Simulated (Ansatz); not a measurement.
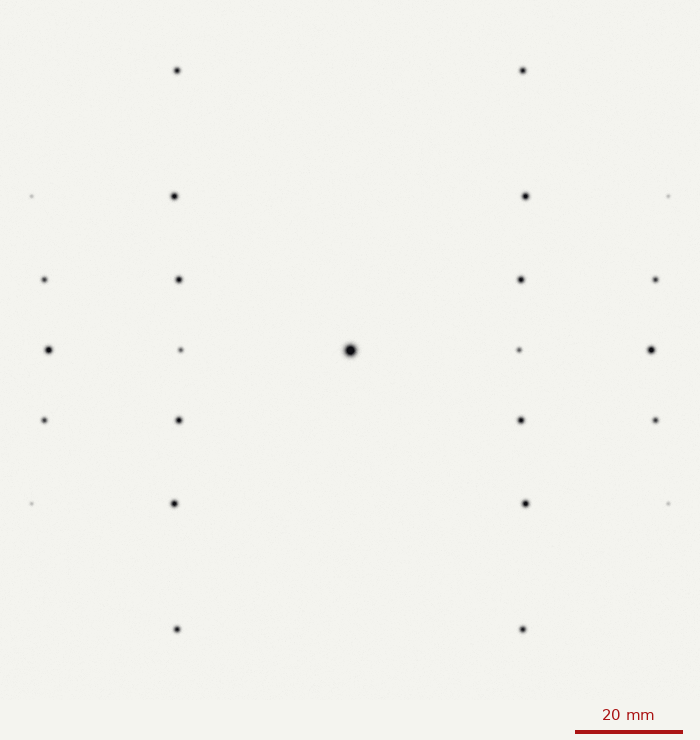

Simulated X-ray rotation photograph: Cu Kα radiation (λ = 1.5418 Å), cylindrical film of radius 57.3 mm unrolled, rotation axis vertical and normal to the beam, kinematic intensities without Lorentz or polarisation factors, the film spanning ±63° about the beam; spots down to d = 1.47 Å.

Measure the layer lines and find the identity period along the axis.

The first layer line lies 13.3 mm from the equator, so tan ν = 0.231, sin ν = 0.225 and the period is λ/sin ν = 6.84 Å. Further lines follow at 29.0, 52.6 mm.

The crystal is WSe₂, space group P-3m1 (No. 164), a = 3.246 Å, c = 6.838 Å (hexagonal axes). Structure: coordinates from a relaxation at fixed volume with DFT PBEsol, scalar-relativistic, plane waves, PAW in Ansatz; the starting structure was generated, so it need not be a known form of this composition.

About which axis was it rotated?

About [001], whose length in the conventional cell is 6.838 Å.
